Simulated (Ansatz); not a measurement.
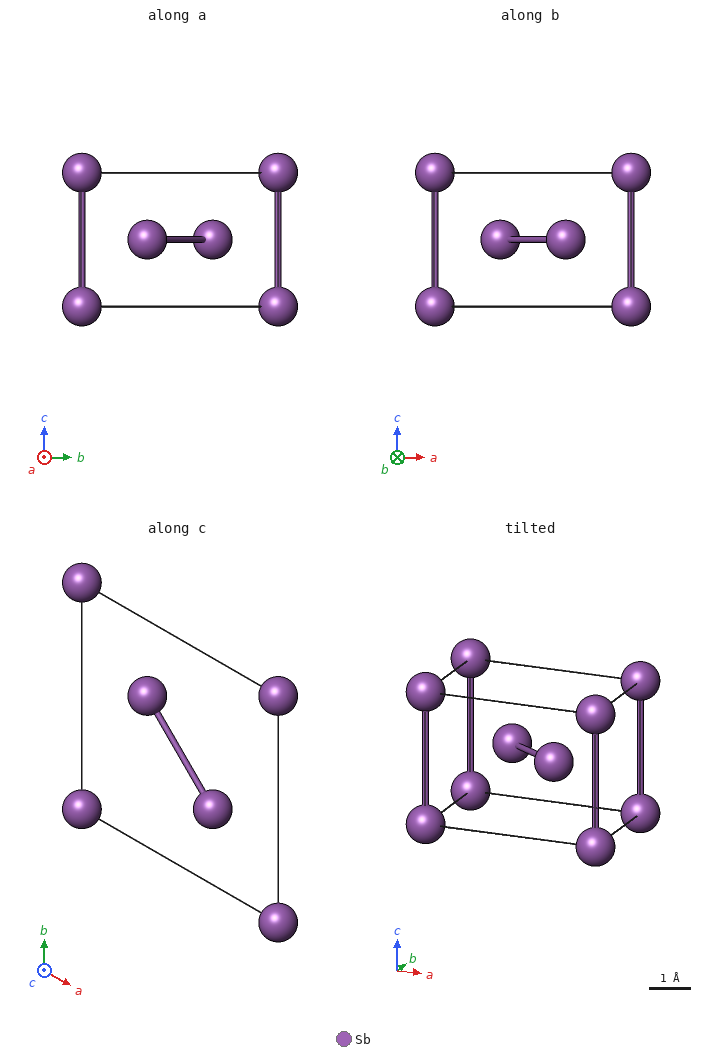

Structure drawing (ball-and-stick), viewed along the a axis, along the b axis, along the c axis and slightly off an axis. The conventional unit cell is outlined; an atom on or near a face, edge or corner is repeated at each equivalent position.

Lattice parameters: a = 5.634 Å, b = 5.634 Å, c = 3.329 Å, α = 90.00°, β = 90.00°, γ = 120.00°.

Write down what is shown as a table of Wyckoff sites.

Space group P6/mmm (No. 191).
```csv
atom,site,x,y,z
Sb,1a,0.0000,0.0000,0.0000
Sb,2d,0.3333,0.6667,0.5000
```

Origin of the cell: a structure type filled with this element by a generator (whether the element takes this form wasn't checked). Earlier steps of the study may have refined or changed the cell and positions. It was run through Ansatz as a DFT input.
